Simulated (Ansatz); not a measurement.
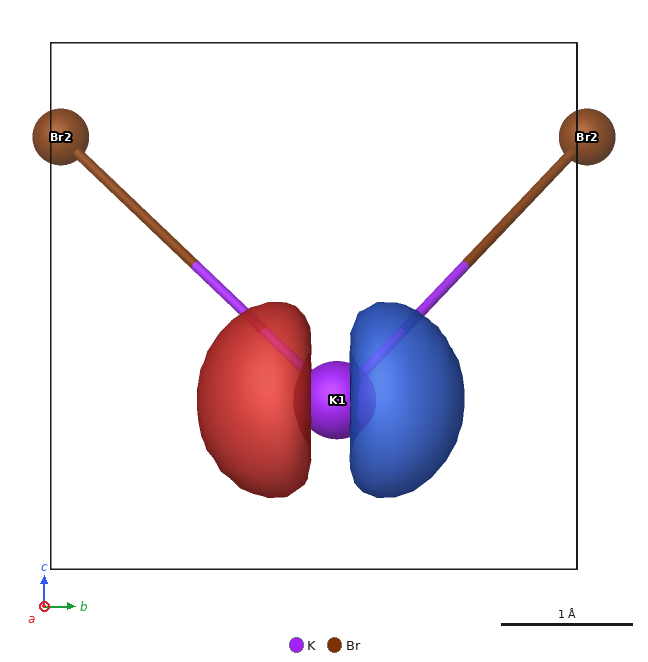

KBr: one atom of the 2-atom cell (and its periodic copies) was moved a little. Density after less density before, blue at +0.2 and red at −0.2 e/Å³, seen along the a axis; cell a = 4.04 Å, b = 4.04 Å, c = 4.04 Å, α = 90.00°, β = 90.00°, γ = 90.00°. The lobes lie largely inside the PAW sphere, where the density is a smoothed one.

Space group Pm-3m. The cell comes from a database of computed structures, not from a measurement.

Method: DFT PBE, scalar-relativistic, plane waves, PAW (Ansatz).

Find the displaced atom and its direction.

K1 moved towards the blue lobe, to the right in the picture. In the run the shift was 0.10 Å along [0 1 0] in the axes of the cell drawn.

What restoring force does the calculation give for this move?

The force on it changes by 0.05 eV/Å along the move, against it: a stiffness of about 0.54 eV/Å² for this sublattice shift.

Run times: 19 s (moved atom) and 13 s (base cell), on 1 thread of Arm Neoverse N1 (shared host).
